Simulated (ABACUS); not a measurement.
# Band-structure run of Na2S (part 1 of 2)

Na2S (3 atoms in the cell), computed with Kohn-Sham DFT of a periodic cell, PBEsol, PseudoDojo NC SR 0.5 PBE stringent, no spin polarisation (ABACUS 3.10.1).

The structure derives from an entry of the Crystallography Open Database. It belongs to a series of runs on one base structure; here: bands on the converged density.

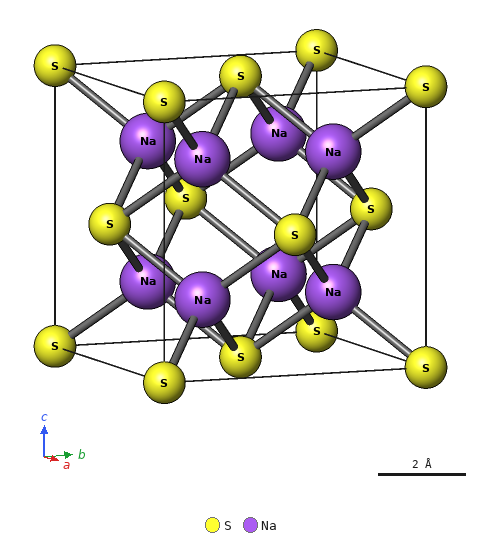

Fig. 1: The structure as given in the input (ball-and-stick view of the cell 4 times as large as that of the calculation, set on its symmetry axes, seen slightly off an axis). An atom can appear more than once, as a periodic image. Near neighbours in the periodic cell (some may lie outside the picture): S has 8 Na at 2.83 Å; Na has 4 S at 2.83 Å.

Input
```
INPUT_PARAMETERS
suffix              Na2S
calculation         nscf
basis_type          pw
pseudo_dir          ./
symmetry            -1
dft_functional      pbesol
ecutwfc             89.0
pseudo_rcut         7
nspin               1
nbands              22
ks_solver           dav
smearing_method     fd
smearing_sigma      0.00367493
scf_thr             1e-08
scf_nmax            100
mixing_type         broyden
mixing_beta         0.7
init_chg            file
pw_diag_thr         1e-07
out_band            1
kpar                4
```

File STRU
```
ATOMIC_SPECIES
S 32.0600 S.upf
Na 22.9898 Na.upf

LATTICE_CONSTANT
1.8897261246

LATTICE_VECTORS
0.0000000000 3.2735000000 3.2735000000
3.2735000000 0.0000000000 3.2735000000
3.2735000000 3.2735000000 0.0000000000

ATOMIC_POSITIONS
Direct

S
0.0
1
0.0000000000 0.0000000000 0.0000000000 1 1 1

Na
0.0
2
0.7500000000 0.7500000000 0.7500000000 1 1 1
0.2500000000 0.2500000000 0.2500000000 1 1 1
```

File KPT
```
K_POINTS
12
Line
0.00000000 0.00000000 0.00000000 10 // G
0.50000000 0.00000000 0.50000000 10 // X
0.50000000 0.25000000 0.75000000 10 // W
0.37500000 0.37500000 0.75000000 10 // K
0.00000000 0.00000000 0.00000000 10 // G
0.50000000 0.50000000 0.50000000 10 // L
0.62500000 0.25000000 0.62500000 10 // U
0.50000000 0.25000000 0.75000000 10 // W
0.50000000 0.50000000 0.50000000 10 // L
0.37500000 0.37500000 0.75000000 1 // K
0.62500000 0.25000000 0.62500000 10 // U
0.50000000 0.00000000 0.50000000 1 // X
```

Launch command:
```bash
OMP_NUM_THREADS=1 mpirun -np 4 abacus > log
```

Log
```
ABACUS v3.10.1

               Atomic-orbital Based Ab-initio Computation at UStc

 ------------------------------------------------------------------------------------

 READING GENERAL INFORMATION
                           global_out_dir = OUT.Na2S/
                           global_in_card = INPUT
                               pseudo_dir = ./
                              orbital_dir =
                                    DSIZE = 4
                                    GSIZE = 1

 READING UNITCELL INFORMATION
                                    ntype = 2
                  lattice constant (Bohr) = 1.88973
              lattice constant (Angstrom) = 1

 READING ATOM TYPE 1
                               atom label = S
                      L=0, number of zeta = 1
                      L=1, number of zeta = 1
                      L=2, number of zeta = 1
             number of atom for this type = 1

 READING ATOM TYPE 2
                               atom label = Na
                      L=0, number of zeta = 1
                      L=1, number of zeta = 1
                      L=2, number of zeta = 1
             number of atom for this type = 2

                        TOTAL ATOM NUMBER = 3
DIRECT COORDINATES
    atom                   x                   y                   z     mag                  vx                  vy                  vz
taud_S1            0.0000000000        0.0000000000        0.0000000000  0.0000        0.0000000000        0.0000000000        0.0000000000
taud_Na1            0.7500000000        0.7500000000        0.7500000000  0.0000        0.0000000000        0.0000000000        0.0000000000
taud_Na2            0.2500000000        0.2500000000        0.2500000000  0.0000        0.0000000000        0.0000000000        0.0000000000

                          Volume (Bohr^3) = 473.439
                             Volume (A^3) = 70.1563

 Lattice vectors: (Cartesian coordinate: in unit of a_0)
                   +0             +3.2735             +3.2735
              +3.2735                  +0             +3.2735
              +3.2735             +3.2735                  +0
 Reciprocal vectors: (Cartesian coordinate: in unit of 2 pi/a_0)
            -0.152742           +0.152742           +0.152742
            +0.152742           -0.152742           +0.152742
            +0.152742           +0.152742           -0.152742
 The esolver type has been set to : ksdft_pw

                PAO radial cut off (Bohr) = 7

 Read in pseudopotential file is S.upf
                     pseudopotential type = NC
          exchange-correlation functional = PBE
                 nonlocal core correction = 1
                        valence electrons = 6
                                     lmax = 2
                           number of zeta = 2
                     number of projectors = 6
                           L of projector = 0
                           L of projector = 0
                           L of projector = 1
                           L of projector = 1
                           L of projector = 2
                           L of projector = 2
 XC functional updated to : pbesol
          exchange-correlation functional = PBESOL
                PAO radial cut off (Bohr) = 7

 Read in pseudopotential file is Na.upf
                     pseudopotential type = NC
          exchange-correlation functional = PBE
                 nonlocal core correction = 0
                        valence electrons = 9
                                     lmax = 1
                           number of zeta = 3
                     number of projectors = 4
                           L of projector = 0
                           L of projector = 0
                           L of projector = 1
                           L of projector = 1
 XC functional updated to : pbesol
          exchange-correlation functional = PBESOL
     initial pseudo atomic orbital number = 14

 SETUP THE ELECTRONS NUMBER
             electron number of element S = 6
       total electron number of element S = 6
            electron number of element Na = 9
      total electron number of element Na = 18
            AUTOSET number of electrons:  = 24
                           occupied bands = 12
                                   NBANDS = 22
                                   NLOCAL = 27

%%%%%%%%%%%%%%%%%%%%%%%%%%%%%%%%%%%%%%%%%%%%%%%%%%%%%%%%%%%%%%%%%%%%%%%%%%%%%%%%%%%%%%%%%%%%%%%%%%%%%%%%%%
 Warning: the number of valence electrons in pseudopotential > 1 for Na: [Ne] 3s1
 Pseudopotentials with additional electrons can yield (more) accurate outcomes, but may be less efficient.
 If you're confident that your chosen pseudopotential is appropriate, you can safely ignore this warning.
%%%%%%%%%%%%%%%%%%%%%%%%%%%%%%%%%%%%%%%%%%%%%%%%%%%%%%%%%%%%%%%%%%%%%%%%%%%%%%%%%%%%%%%%%%%%%%%%%%%%%%%%%%

 SETUP THE PLANE WAVE BASIS
 energy cutoff for charge/potential (unit:Ry) = 356
            fft grid for charge/potential = [ 54, 54, 54 ]
                        fft grid division = [ 1, 1, 1 ]
        big fft grid for charge/potential = [ 54, 54, 54 ]
                                     nbxx = 157464
                                     nrxx = 157464

 SETUP PLANE WAVES FOR CHARGE/POTENTIAL
                    number of plane waves = 53977
                         number of sticks = 1891

 PARALLEL PW FOR CHARGE/POTENTIAL
     PROC   COLUMNS(POT)             PW
        1           1891          53977
 --------------- sum -------------------
        1           1891          53977
                            number of |g| = 464
                                  max |g| = 32.1954
                                  min |g| = 0

----------- Double Check Mixing Parameters Begin ------------
mixing_type: broyden
mixing_beta: 0.7
mixing_gg0: 1
mixing_gg0_min: 0.1
mixing_ndim: 8
----------- Double Check Mixing Parameters End ------------

 SETUP K-POINTS
                                    nspin = 1
                                   nkstot = 102
K-POINTS DIRECT COORDINATES
 KPOINTS    DIRECT_X    DIRECT_Y    DIRECT_Z  WEIGHT
       1  0.00000000  0.00000000  0.00000000  1.0000
       2  0.05000000  0.00000000  0.05000000  1.0000
       3  0.10000000  0.00000000  0.10000000  1.0000
       4  0.15000000  0.00000000  0.15000000  1.0000
       5  0.20000000  0.00000000  0.20000000  1.0000
       6  0.25000000  0.00000000  0.25000000  1.0000
       7  0.30000000  0.00000000  0.30000000  1.0000
       8  0.35000000  0.00000000  0.35000000  1.0000
       9  0.40000000  0.00000000  0.40000000  1.0000
      10  0.45000000  0.00000000  0.45000000  1.0000
      11  0.50000000  0.00000000  0.50000000  1.0000
      12  0.50000000  0.02500000  0.52500000  1.0000
      13  0.50000000  0.05000000  0.55000000  1.0000
      14  0.50000000  0.07500000  0.57500000  1.0000
      15  0.50000000  0.10000000  0.60000000  1.0000
      16  0.50000000  0.12500000  0.62500000  1.0000
      17  0.50000000  0.15000000  0.65000000  1.0000
      18  0.50000000  0.17500000  0.67500000  1.0000
      19  0.50000000  0.20000000  0.70000000  1.0000
      20  0.50000000  0.22500000  0.72500000  1.0000
      21  0.50000000  0.25000000  0.75000000  1.0000
      22  0.48750000  0.26250000  0.75000000  1.0000
      23  0.47500000  0.27500000  0.75000000  1.0000
      24  0.46250000  0.28750000  0.75000000  1.0000
      25  0.45000000  0.30000000  0.75000000  1.0000
      26  0.43750000  0.31250000  0.75000000  1.0000
      27  0.42500000  0.32500000  0.75000000  1.0000
      28  0.41250000  0.33750000  0.75000000  1.0000
      29  0.40000000  0.35000000  0.75000000  1.0000
      30  0.38750000  0.36250000  0.75000000  1.0000
[... 72 further k points ...]

           k-point number in this process = 26
       minimum distributed K point number = 25

[... K-POINTS CARTESIAN COORDINATES: 26 rows ...]

[... K-POINTS DIRECT COORDINATES: 26 rows ...]

 SETUP PLANE WAVES FOR WAVE FUNCTIONS
     energy cutoff for wavefunc (unit:Ry) = 89
              fft grid for wave functions = [ 54, 54, 54 ]
                    number of plane waves = 7943
                         number of sticks = 517

 PARALLEL PW FOR WAVE FUNCTIONS
     PROC   COLUMNS(POT)             PW
        1            517           7943
 --------------- sum -------------------
        1            517           7943

 SETUP NONLOCAL PSEUDOPOTENTIALS IN PLANE WAVE BASIS
 S non-local projectors:
 projector 1 L=0
 projector 2 L=0
 projector 3 L=1
 projector 4 L=1
 projector 5 L=2
 projector 6 L=2
 Na non-local projectors:
 projector 1 L=0
 projector 2 L=0
 projector 3 L=1
 projector 4 L=1
      TOTAL NUMBER OF NONLOCAL PROJECTORS = 34

 Init Non-Local PseudoPotential table :
 Init Non-Local-Pseudopotential done.

                                     npwx = 6742

 Make real space PAO into reciprocal space.
       max mesh points in Pseudopotential = 701
     dq(describe PAO in reciprocal space) = 0.01
                                    max q = 1136

 number of pseudo atomic orbitals for S is 2
WARNING: norm of atomic wavefunction # 1 of atomic type S is 0.999996, renormalized
WARNING: norm of atomic wavefunction # 2 of atomic type S is 0.999693, renormalized

 number of pseudo atomic orbitals for Na is 3
WARNING: norm of atomic wavefunction # 3 of atomic type Na is 0.965913, renormalized

 -------------------------------------------
 NONSELF-CONSISTENT
 -------------------------------------------
                                 init_chg = file
 try to read charge from file
 Read in the charge density: OUT.Na2S//Na2S-CHARGE-DENSITY.restart
```
